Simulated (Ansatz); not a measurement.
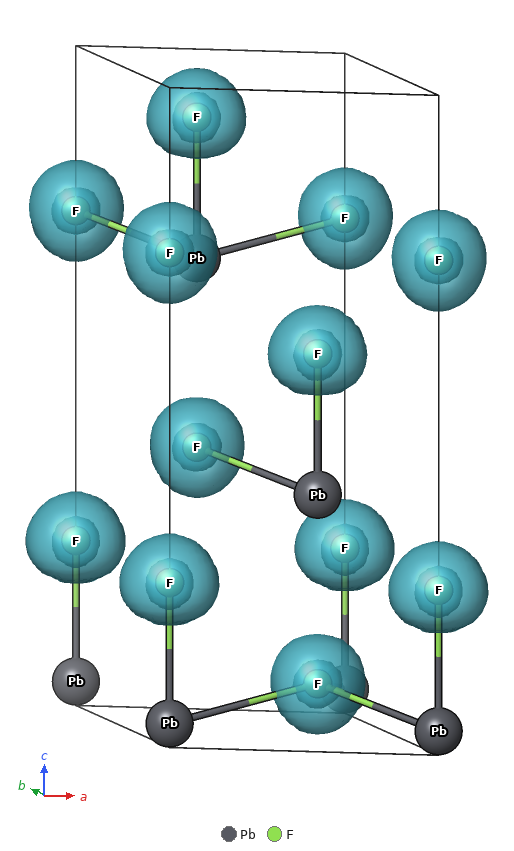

*PbF2. Isosurface of the ELF at 0.75 (cyan), seen slightly off an axis. Only the valence region is drawn (cores and ρ < 0.01 e/Å³ removed). Sticks mark near contacts.*

Space group R3m; changed on purpose from its base cell (all Pb atoms moved +0.375 Å, as atom 1 towards its neighbour atom 2 (F) at 2.572 A); not relaxed (largest force 1.2 eV/Å); computed pressure about 6 GPa in this cell.

All numbers below come from Ansatz 0.2.0, DFT PBE, scalar-relativistic, plane waves, PAW.

Core electrons are frozen (PAW), and the valence fields are smoothed inside the atomic spheres.

```
CELL_PARAMETERS angstrom
0.00000 2.96985 -2.96985
2.96985 0.00000 2.96985
5.93970 -5.93970 -5.93970
ATOMIC_POSITIONS crystal
Pb 0.33333 0.66667 0.70312
Pb 0.66667 0.33333 0.36978
Pb 0.00000 0.00000 0.03645
F 0.33333 0.66667 0.91667
F 0.66667 0.33333 0.58333
F 0.00000 0.00000 0.25000
F 0.00000 0.00000 0.75000
F 0.33333 0.66667 0.41667
F 0.66667 0.33333 0.08333
```

> What do the ELF domains correspond to?

At this value the surface marks out six regions wrapped around F (the valence shell of each), counted in one cell of 9 atoms. Any copies at cell faces, edges or corners count once.

Values along the shortest contacts:
Pb–F (2.20 Å): the ELF peaks at about 0.80 in the valence shell of F, 0.6 Å from its nucleus, and drops to about 0.15 between the two atoms: no shared electron pair shows on this line. Pb–F (2.47 Å): the ELF is about 0.15 at the midpoint; no localised pair shows between them.
